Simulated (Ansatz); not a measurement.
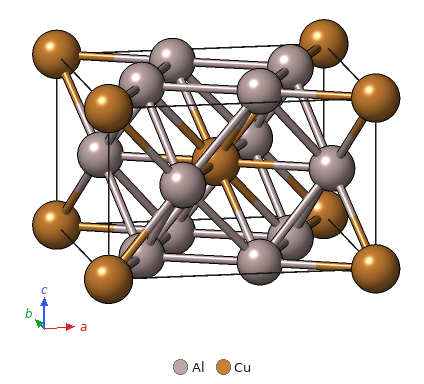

The figure gives a ball-and-stick picture of the atoms, viewed slightly off an axis. Thin lines show the conventional unit cell, with boundary atoms drawn in all their periodic places. Cell: a = 6.22 Å, b = 6.22 Å, c = 3.99 Å, α = 90.00°, β = 90.00°, γ = 90.00°.

Starting structure: a structure type filled with these elements by a generator (whether the compound takes this form wasn't checked). Earlier steps of the study may have refined or changed the cell and positions. Ansatz was used for an electronic-structure calculation on it.

Q: Caption:

A: The material is Al₄Cu. The lattice is body-centred tetragonal and the space group I4/m (No. 87). In the cell are 8 Al, 2 Cu, which makes 2 formula units. Around each Al lie nine Al and three Cu in a cuboctahedral arrangement (about 2.7 to 2.8 Å to Al, 2.8 Å to Cu). Each Cu has twelve Al in a cuboctahedral arrangement at about 2.8 Å. The bonds build a three-dimensional framework.

Computational set-up: Ansatz 0.2.0, DFT LDA, scalar-relativistic, plane waves, PAW, 420 eV cutoff, k-points about 0.16 Å⁻¹ apart, Gaussian smearing of 0.1 eV, no spin polarisation.

Q: How large a gap does the method give, if there is one?

A: A metal: bands cross the Fermi level.

Q: How charged are the atoms, by the Bader scheme?

A: Al +0.21 e; Cu -0.83 e.

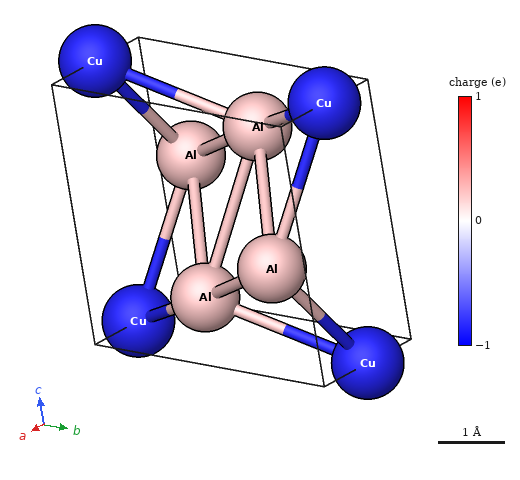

The atoms coloured by those charges. The run's cell of 5 atoms is drawn in a reduced setting, so axes and origin can differ from the first picture.

Q: Do the forces and the stress vanish for this geometry?

A: No. The largest force is 0.06 eV/Å, on Al. The pressure is -4.9 GPa, so the cell would contract.
